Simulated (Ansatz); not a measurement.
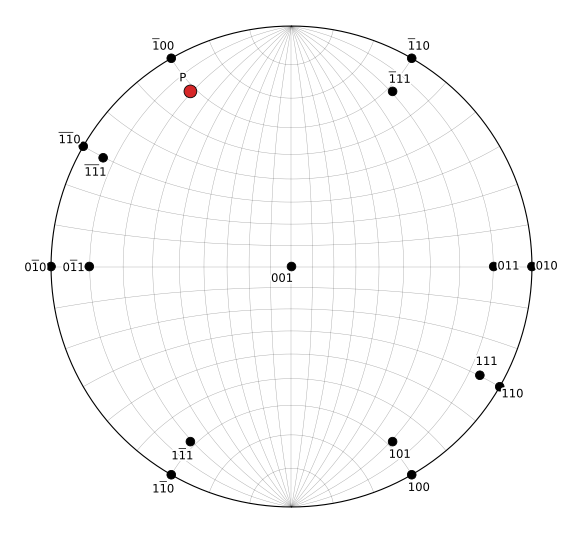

Stereographic projection of plane normals (upper hemisphere) centred on (0 0 1). Crystal: MgI2, the input geometry of an electronic-structure calculation (not necessarily at equilibrium); the starting structure was generated, so it need not be a known form of this composition. The drawing is computed from the coordinates (standard cell, symmetry found to 0.002 Å).

a = 4.157 Å, b = 4.157 Å, c = 20.677 Å, α = 90.00°, β = 90.00°, γ = 120.00°.

Q: Index the pole marked P.

A: P is (−1 0 1), in four indices (−1 0 1 1), 80.1° from the centre.

Q: What is the angle between the normals of (0 0 1) and (−1 1 1), and what are their d_hkl = 1/|g|?

A: 80.1°; d = 20.677 Å and 3.547 Å.
